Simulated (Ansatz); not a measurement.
## MgO: an electron-density study

Space group P6_3mc; the calculation finds a residual pressure of about 3 GPa at this fixed cell. This isn't the usual form at ambient conditions. The cell comes from a database of computed structures, not from a measurement.

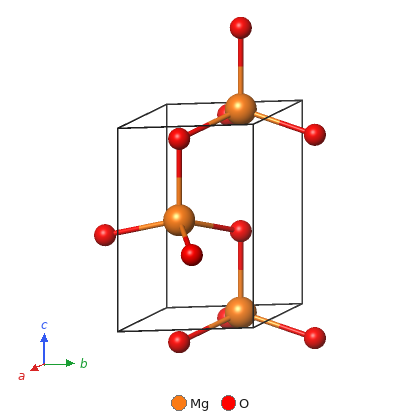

The conventional cell.

Input

```
crystal:
  lattice:
    - [3.3077869865, 0.0, 0.0]
    - [-1.6538934933, 2.8646275606, 0.0]
    - [0.0, 0.0, 4.98288167]
  atoms:
    - { symbol: Mg, position: [0.33333333, 0.66666667, 0.00215974] }
    - { symbol: Mg, position: [0.66666667, 0.33333333, 0.50215974] }
    - { symbol: O, position: [0.33333333, 0.66666667, 0.40244026] }
    - { symbol: O, position: [0.66666667, 0.33333333, 0.90244026] }
basis:
  ecutwfc: 500
  fft_grid_basis: typed
kpoints:
  mp_grid: { grid: [12, 12, 6] }
hamiltonian:
  xc: pbe
scf:
  occupations: { method: gaussian, width: 0.05 }
output:
  forces: true
  stress: true
  eigenvalues: true
  bader: true
  write_density: true
  volumetric_format: npy
  elf: true
```

Command:

```sh
ansatz run input.yaml --threads 1 --pin off --max-ram 2560MiB --backend cpu --events-out ev --progress --plain --runs-dir out
```

The picture shows the conventional cell (a = 3.31 Å, b = 3.31 Å, c = 4.98 Å, α = 90.00°, β = 90.00°, γ = 120.00°).

Level of theory: DFT PBE, scalar-relativistic, plane waves, PAW in Ansatz.

Core electrons are frozen (PAW), so the maps are meaningful between the atoms, not at the nuclei.

### 1. Bonding charge

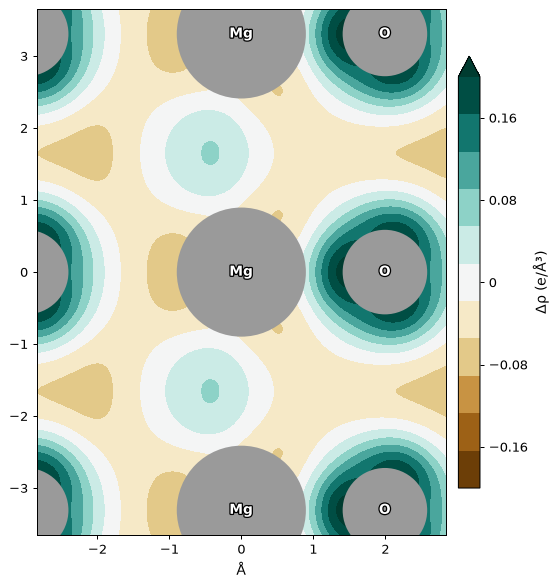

Density of the crystal less the sum of free-atom densities: a map on the (11̄0) plane of the conventional cell, with grey discs over the atomic cores. Cores are masked to 0.9 Å (Mg) and 0.6 Å (O).

> What does the deformation density say about the bonding?

Mg–O (1.97 Å): Δρ is +0.08 e/Å³ at the midpoint (close to a masked core, so read it with care).
- Mg–Mg (3.14 Å): Δρ is about zero at the midpoint (this contact isn't in the plane drawn).
- Over the whole cell, outside the masked cores, the largest gain lies at the edge of the masked core of O, and the largest loss, 0.07 e/Å³, lies 1.1 Å from a magnesium nucleus.
- In all about 0.29 e an atom is rearranged against the free atoms.
- Bader charges: Mg +1.70 and O −1.70 e.

### 2. Moving an atom

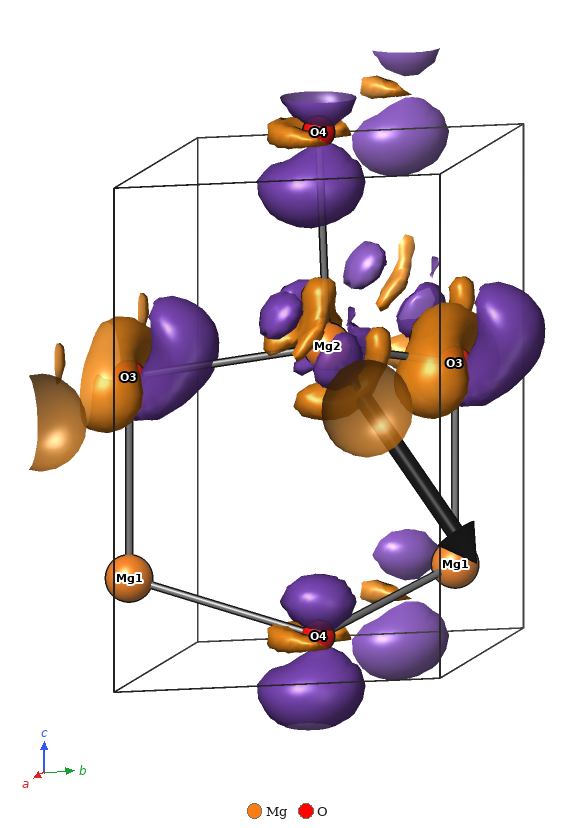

Mg2 was moved by 0.15 Å roughly along [1 1 −1] in the axes of the cell drawn (arrow, not to scale). Change of the density less the rigid motion of the neutral atom's own density: orange surfaces at +0.01 and purple ones at −0.01 e/Å³, in the cell of the calculation (origin moved) seen slightly off an axis.

> Describe the electronic response.

About 0.07 e is rearranged in the cell. Outside the cores the largest gain lies at the edge of the masked core of O, and the largest loss lies there too, on other sides.

> How much does the computed force on the atom change?

The force on it changes by 1.51 eV/Å along the move, against it: a stiffness of about 10 eV/Å² for this sublattice shift.

### 3. Change of volume

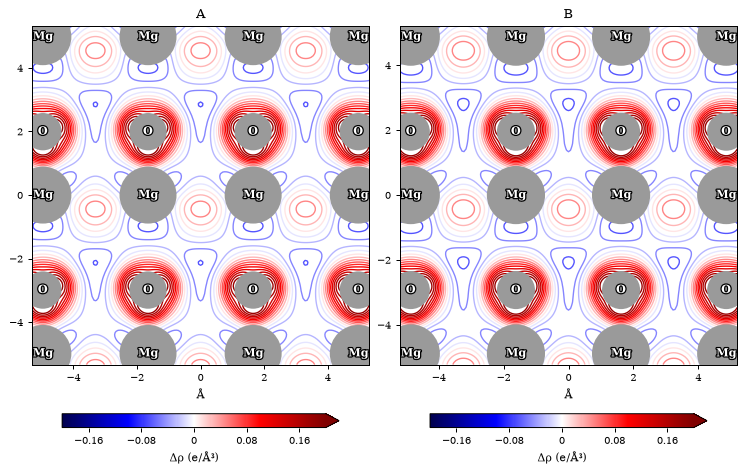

MgO: deformation density on the (010) plane of the conventional cell at two volumes, with the same fractional coordinates and one colour scale. Grey discs cover the cores. Panel B has 94 % of the volume of panel A.

> How do bonds, bonding charge and pressure respond to this change of volume?

The pressure is 3 GPa in A and 12 GPa in B. Bader charges stay at Mg +1.70 and O −1.70 e. The rearranged charge is 0.29 e an atom in A and 0.29 e in B.

### 4. Putting it together

Charge passes from Mg (Pauling electronegativity 1.31) to O (3.44), the direction that the scale predicts; the Bader charges fall short of whole formal charges, as they usually do. The two pressures give a mean stiffness −ΔP/Δln V of about 145 GPa over this range, with the atoms held at their fractional positions.

Run times: 37 s (base cell), 76 s (moved atom) and 37 s (scaled cell), on 1 thread of Arm Neoverse V1, on a shared host.
